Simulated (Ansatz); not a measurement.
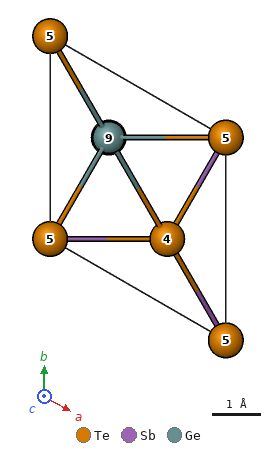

This is the input geometry for a relaxation of a crystal of Ge₂Sb₂Te₅ (set up in P-3m1). Style: ball-and-stick. Shown: the cell of the calculation, along the c axis.

The run lets cell and atoms move.

Theory: Ansatz 0.2.0, Kohn-Sham DFT of a periodic cell, PBE with D4, Ansatz PAW.

The input:
```yaml
crystal:
  lattice:
    - [4.2940644248, 0.0, 0.0]
    - [-2.1470322124, 3.7187688774, 0.0]
    - [0.0, 0.0, 17.101346]
  atoms:
    - { symbol: Te, position: [0.6666666667, 0.3333333333, 0.419892] }
    - { symbol: Te, position: [0.3333333333, 0.6666666667, 0.580108] }
    - { symbol: Te, position: [0.3333333333, 0.6666666667, 0.201542] }
    - { symbol: Te, position: [0.6666666667, 0.3333333333, 0.798458] }
    - { symbol: Te, position: [0.0, 0.0, 0.0] }
    - { symbol: Sb, position: [0.0, 0.0, 0.320068] }
    - { symbol: Sb, position: [0.0, 0.0, 0.679932] }
    - { symbol: Ge, position: [0.6666666667, 0.3333333333, 0.102895] }
    - { symbol: Ge, position: [0.3333333333, 0.6666666667, 0.897105] }
hamiltonian:
  xc: pbe
  pseudopotentials: { kind: paw }
  dispersion: d4
kpoints:
  mp_grid: { grid: [7, 7, 2] }
scf:
  occupations: { method: fermi_dirac, width: 0.05 }
output:
  forces: true
  stress: true
  eigenvalues: true
  write_density: true
  write_potential: true
  elf: true
  volumetric_format: npy
relax:
  f_tol: 0.01
  max_steps: 40
  cell: { stress_tol: 0.05 }
```

Command:
```bash
ansatz run input.yaml --threads 4 --pin off --max-ram 11264MiB --backend cpu --events-out ev --progress --plain --runs-dir out
```

### What does the optimiser find from here?

The largest moves relative to the cell, 0.041 Å, are those of Te3 and Te4. Te4 goes along +c. Largest moves by element: Te 0.041 Å, Ge 0.036 Å, Sb 0.034 Å. The drawn cell changes as follows: a = b 4.294 → 4.230 Å (−1.5 %), c 17.101 → 16.871 Å (−1.3 %); the volume changes by −4.3 %. Near-neighbour distances that change, for instance: Te5–Ge8 3.040 → 2.976 Å, Te3–Ge8 2.999 → 2.952 Å, Te3–Sb6 3.202 → 3.161 Å, Te1–Sb6 3.010 → 2.990 Å. The space group stays P-3m1 (No. 164). Over 4 accepted moves (5 points after the start) the energy falls by 7.9 meV per atom. The largest force component goes from 0.077 to 0.0059 eV/Å. The pressure goes from −1.47 to 0.01 GPa. At 1 point the geometry stayed and the basis and grid were re-selected for the new cell (energy shift of 0.2 meV per atom at most each time).

After the run, drawn alike:

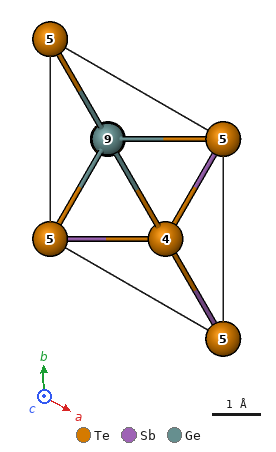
